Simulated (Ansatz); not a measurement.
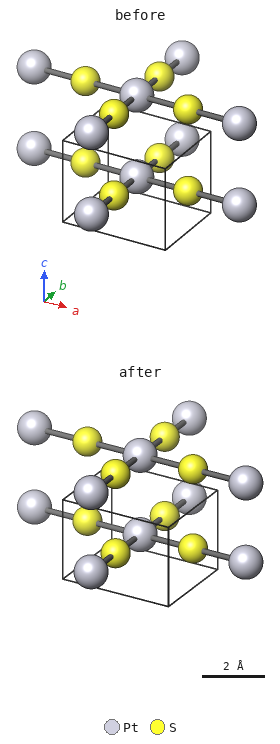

The structure of solid PtS2 (a generated structure, set up in Cmmm) before (top) and after (bottom) a relaxation, at one scale.

Style: ball-and-stick. Shown: the cell of the calculation, repeated 1 × 1 × 2 with one cell outlined, slightly off an axis.

Method: Ansatz 0.2.0, DFT PBE, scalar-relativistic, plane waves, PAW. Set-up: plane-wave cutoff 420 eV; k-point mesh 12 × 12 × 16; occupations gaussian; smearing width 0.1 eV; no spin polarisation; cell and atoms relaxed; force threshold 0.01 eV/Å; at most 80 steps.

> Describe what moved and what it gained.

Over 5 accepted moves (6 points after the start) the energy falls by 23.4 meV per cell of the calculation. All forces vanish by symmetry, so only the cell relaxes. Pressure: 0.10 GPa at the start and 0.01 GPa at the end. The SCF was repeated once at an unchanged geometry on a basis and grid sized afresh for the cell, which shifted the energy by less than 0.05 meV per cell of the calculation at most. The atoms keep their places relative to the cell (all moves are under 0.005 Å). The volume changes by +0.4 %, with a = b 4.830 → 4.843 Å (+0.3 %), c 2.769 → 2.692 Å (−2.8 %), γ 118.0° → 115.0°. Among the contacts that change: Pt–Pt 2.769 → 2.692 Å, Pt–S 2.415 → 2.422 Å. Bond angles that change, for instance: S–Pt–S 62.0° → 65.0°, S–Pt–S 118.0° → 115.0°. The space group stays Cmmm (No. 65).

Limits of the set-up: layers or molecules are held without a dispersion correction, so their spacing is unreliable.
